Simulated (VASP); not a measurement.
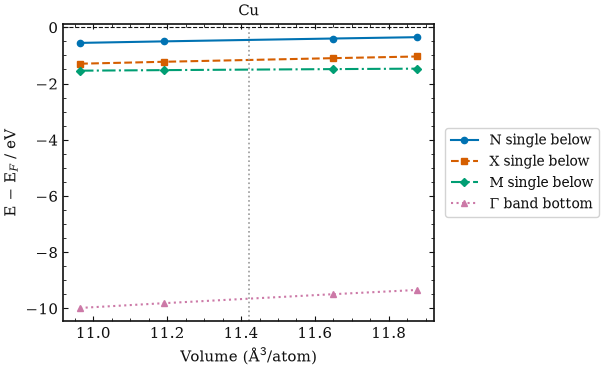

Levels at named k points against volume, from the Fermi level of each run. Each is named by its point, its degeneracy (spin aside) and its side of the Fermi level at the middle volume, where it is the nearest level on that side; the band bottom is the lowest valence level above the core-like shells. One run is left out (dotted line).

System: Cu, space group I4/mmm (No. 139), 1 atom in the primitive cell. The cell is scaled at fixed shape and fractional positions; at the middle volume, a = 2.924 Å, c = 2.671 Å (tetragonal axes). Level of theory: PBEsol, VASP PAW PBE potentials, release 64 (Cu), no spin polarisation, no spin-orbit coupling, 12×12×12 k mesh, 520 eV cutoff, Fermi-Dirac smearing of 0.05 eV; code VASP.

| volume | N single below (eV) | X single below (eV) | M single below (eV) | Γ band bottom (eV) |
| --- | --- | --- | --- | --- |
| 10.96 Å³/atom | −0.56 | −1.29 | −1.54 | −9.98 |
| 11.19 Å³/atom | −0.50 | −1.23 | −1.52 | −9.81 |
| 11.65 Å³/atom | −0.40 | −1.10 | −1.49 | −9.49 |
| 11.88 Å³/atom | −0.35 | −1.04 | −1.47 | −9.34 |

### Estimate the levels at 11.42 Å³/atom.

Fits against the logarithm of the volume give −0.45 eV for N single below, −1.16 eV for X single below, −1.51 eV for M single below and −9.65 eV for Γ band bottom. The run gives −0.45, −1.16, −1.50 and −9.65 eV; the largest miss is under 0.01 eV.

### How does the occupied bandwidth scale with volume?

The Fermi level lies 9.98 eV above the band bottom at the smallest volume and 9.34 eV at the largest, a power law of about V^−0.83.

The PAW data sets were made with another functional. This isn't the form of Cu at room conditions, which is fcc. The Fermi level is that of this mesh and smearing. The pressure runs from 7 to −5 GPa along the series.
